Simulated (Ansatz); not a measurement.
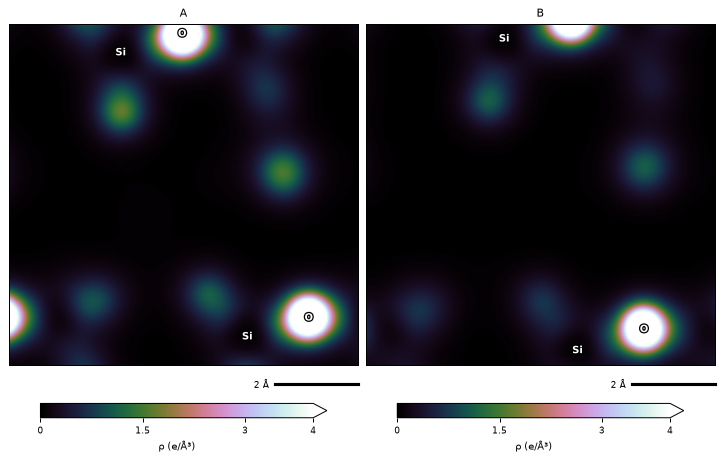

SiO2. The valence pseudo-density of two cells that differ in size and shape, on the (111) plane of each (indices in the axes of the calculation cell), at one length scale and on one colour scale: B has 15.7 Å³ an atom and A 12.3.

Space group P6₂22.

Theory: DFT PBE, scalar-relativistic, plane waves, PAW (Ansatz 0.2.0).

The larger cell:

```
CELL_PARAMETERS angstrom
5.51329 0.00000 0.00000
-2.75664 4.77465 0.00000
0.00000 0.00000 5.36130
ATOMIC_POSITIONS crystal
Si 0.50000 0.00000 0.00000
Si 0.50000 0.50000 0.33333
Si 0.00000 0.50000 0.66667
O 0.41593 0.20796 0.16667
O 0.20796 0.41593 0.50000
O 0.79204 0.20796 0.83333
O 0.58407 0.79204 0.16667
O 0.79204 0.58407 0.50000
O 0.20796 0.79204 0.83333
```

The smaller cell: a = 4.697 Å, b = 4.697 Å, c = 5.808 Å, α = 90.00°, β = 90.00°, γ = 120.00°.

> What changes from the larger cell to the smaller?

From the larger cell to the smaller, Si–O goes from 1.69 to 1.56 Å, and the density at its midpoint from 1.1 to 1.4 e/Å³; the pressure goes from −16 to 27 GPa; the Kohn–Sham gap goes from 4.5 eV to 5.8 eV.
